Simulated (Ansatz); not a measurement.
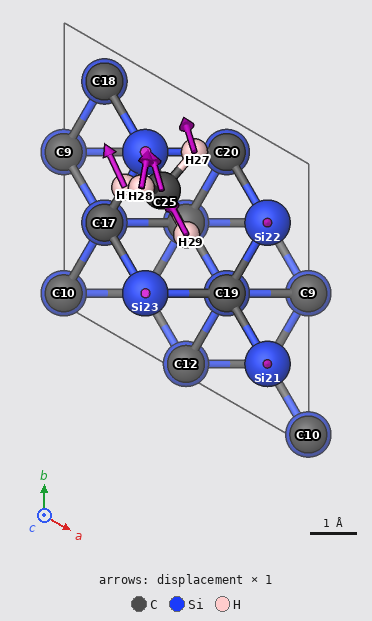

This is a constrained relaxation of a slab of composition Si₁₂H₄C₁₃ (cut from the F-43m phase). The starting structure is drawn; purple arrows show the displacements, at their true length.

A ball-and-stick model of the cell of the calculation, outlined in the plane, without the vacuum (origin shifted), seen along the c axis.

Case: 1 CH4 a cell, inverted, over a bridge C-Si site. The slab is the (1 1 1) face of SiC with CH4 on it. 12 atoms are held fixed.

Method: Ansatz 0.2.0, DFT PBE+D3(BJ), scalar-relativistic, plane waves, PAW.

The input:
```yaml
crystal:
  lattice:
    - [6.1499993378, 0.0, 0.0]
    - [-3.0749996689, 5.3260556598, 0.0]
    - [0.0, 0.0, 25.424235111]
  atoms:
    - { symbol: C, position: [0.5, 0.0, 0.3146604004] }
    - { symbol: C, position: [0.5, 0.5, 0.3146604004] }
    - { symbol: C, position: [0.0, 0.0, 0.3146604004] }
    - { symbol: C, position: [0.0, 0.5, 0.3146604004] }
    - { symbol: Si, position: [0.1666666667, 0.8333333333, 0.3393487215] }
    - { symbol: Si, position: [0.1666666667, 0.3333333333, 0.3393487215] }
    - { symbol: Si, position: [0.6666666667, 0.8333333333, 0.3393487215] }
    - { symbol: Si, position: [0.6666666667, 0.3333333333, 0.3393487215] }
    - { symbol: C, position: [0.6666666667, 0.8333333333, 0.4134136846] }
    - { symbol: C, position: [0.6666666667, 0.3333333333, 0.4134136846] }
    - { symbol: C, position: [0.1666666667, 0.8333333333, 0.4134136846] }
    - { symbol: C, position: [0.1666666667, 0.3333333333, 0.4134136846] }
    - { symbol: Si, position: [0.3333333333, 0.6666666667, 0.4363089778] }
    - { symbol: Si, position: [0.3333333333, 0.1666666667, 0.4363089778] }
    - { symbol: Si, position: [0.8333333333, 0.6666666667, 0.4363089778] }
    - { symbol: Si, position: [0.8333333333, 0.1666666667, 0.4363089778] }
    - { symbol: C, position: [0.8333333333, 0.6666666667, 0.5136910548] }
    - { symbol: C, position: [0.8333333333, 0.1666666667, 0.5136910548] }
    - { symbol: C, position: [0.3333333333, 0.6666666667, 0.5136910548] }
    - { symbol: C, position: [0.3333333333, 0.1666666667, 0.5136910548] }
    - { symbol: Si, position: [0.5, 0.5, 0.5340602852] }
    - { symbol: Si, position: [0.5, 0.0, 0.5340602852] }
    - { symbol: Si, position: [0.0, 0.5, 0.5340602852] }
    - { symbol: Si, position: [0.0, 0.0, 0.5340602852] }
    - { symbol: C, position: [1.0679089807, 0.8979725916, 0.6595271866] }
    - { symbol: H, position: [0.9166666667, 0.8333333333, 0.6296383818] }
    - { symbol: H, position: [1.2013348288, 1.1013552796, 0.6540678287] }
    - { symbol: H, position: [0.9845598015, 0.8652086038, 0.6994575914] }
    - { symbol: H, position: [1.169032752, 0.7919695872, 0.654937078] }
basis:
  ecutwfc: 420
kpoints:
  mp_grid: { grid: [3, 3, 1] }
hamiltonian:
  xc: pbe
  dispersion: d3bj
scf:
  occupations: { method: gaussian, width: 0.05 }
output:
  forces: true
  eigenvalues: true
  write_density: true
  write_potential: true
  elf: true
  volumetric_format: npy
relax:
  adjacent_minimum: "off"
  f_tol: 0.04
  max_steps: 100
  constraints: [{ sites: [0, 1, 2, 3, 4, 5, 6, 7, 8, 9, 10, 11] }]
efield:
  axis: 3
  dipole_correction: true
  ramp_width: 0.04
```

Command:
```bash
ansatz run input.yaml --threads 2 --pin off --max-ram 5120MiB --backend cpu --events-out ev --progress --plain --runs-dir out
```

### What happened in the run?

The atom that moves furthest is H29 (1.11 Å at 56° to the normal (−c side)). By element the largest moves are H 1.11 Å, C 0.99 Å, Si 0.28 Å. The lattice vectors keep their values. Near-neighbour distances that change, for instance: C20–Si24 1.849 → 1.798 Å, C18–Si22 1.849 → 1.896 Å, C17–Si21 1.849 → 1.893 Å, C17–Si24 1.849 → 1.808 Å. Among the angles between lasting bonds that change: Si15–C17–Si24 106.3° → 96.9°, Si15–C17–Si23 106.3° → 98.8°, C17–Si24–C20 112.5° → 119.5°. The energy falls by 0.215 eV per cell of the calculation in 15 geometry steps. The largest force component goes from 0.52 to 0.039 eV/Å. The forces were under the threshold at step 6, but the run went on from there. Cost: 8.6 min on 2 threads of Arm Neoverse V1, on a shared host, peak memory 1.2 GiB.

Limits of the set-up: the periodic images lie only 6.1 Å apart, so the values are limited by the cell's size.
